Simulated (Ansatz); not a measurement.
Take the following structure.

Space group P6_3/mmc (No. 194). a = 2.874 Å, b = 2.874 Å, c = 4.778 Å, α = 90.00°, β = 90.00°, γ = 120.00°
```csv
atom,site,symmetry,x,y,z
Pd,2c,-6m2,0.6667,0.3333,0.7500
```

### Give a crystallographic description of this input.

The element is palladium. The lattice is primitive hexagonal and the space group P6_3/mmc (No. 194). Among the common structure types it is hexagonal close-packed (Mg type). The cell holds two atoms. Each Pd has twelve Pd in an anticuboctahedral arrangement at 2.87 to 2.91 Å. The bonds build a three-dimensional framework.

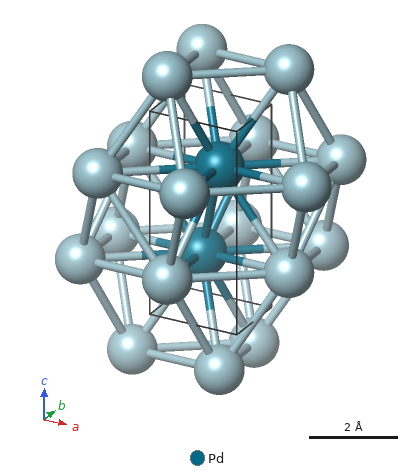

We look at a ball-and-stick model of the crystal slightly off an axis. Lines trace the edges of the conventional unit cell. Periodic images bonded to atoms of the box are shown as well, in fainter colours.

It goes back to a structure listed in the Materials Project. The cell was then strained or its atoms displaced on purpose. It was run through Ansatz as a DFT input.

At this level of theory the cell isn't at rest (stretched, at -13 GPa), so its distances can differ from those at equilibrium, the more so the softer the solid.
